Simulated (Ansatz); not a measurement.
System: a (100) slab cut from Ti (Fm-3m), 16 atoms in the cell. Starting structure of the relaxation:

```xyz
16
Lattice="5.7103 0.0000 0.0000 0.0000 5.7103 0.0000 0.0000 0.0000 23.0567" Properties=species:S:1:pos:R:3 pbc="T T T"
Ti    1.4276    1.4276    8.5000
Ti    1.4276    4.2827    8.5000
Ti    4.2827    1.4276    8.5000
Ti    4.2827    4.2827    8.5000
Ti    2.8551    2.8551   10.5189
Ti    2.8551    0.0000   10.5189
Ti    0.0000    2.8551   10.5189
Ti    0.0000    0.0000   10.5189
Ti    4.2827    4.2827   12.5378
Ti    4.2827    1.4276   12.5378
Ti    1.4276    4.2827   12.5378
Ti    1.4276    1.4276   12.5378
Ti    0.0000    0.0000   14.5567
Ti    0.0000    2.8551   14.5567
Ti    2.8551    0.0000   14.5567
Ti    2.8551    2.8551   14.5567
```

Level of theory: DFT PBE+D3(BJ), scalar-relativistic, plane waves, PAW, no spin polarisation, 5×5×1 k mesh, Gaussian smearing of 0.1 eV; code Ansatz.

What does the potential across the slab give for the work function?

The work function is 4.13 eV, the same on both faces. The two vacuum levels agree, so the slab has no net dipole along its normal. The outermost atoms are 6.1 Å apart, which leaves 17.0 Å of vacuum in a cell 23.1 Å high.

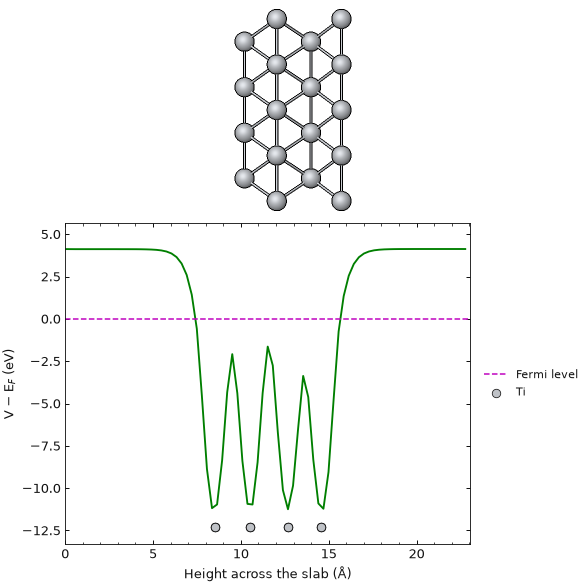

Plane-averaged electrostatic potential energy of an electron across the slab; circles at the bottom mark the heights of the atoms (positions after relaxation). The structure is drawn too.
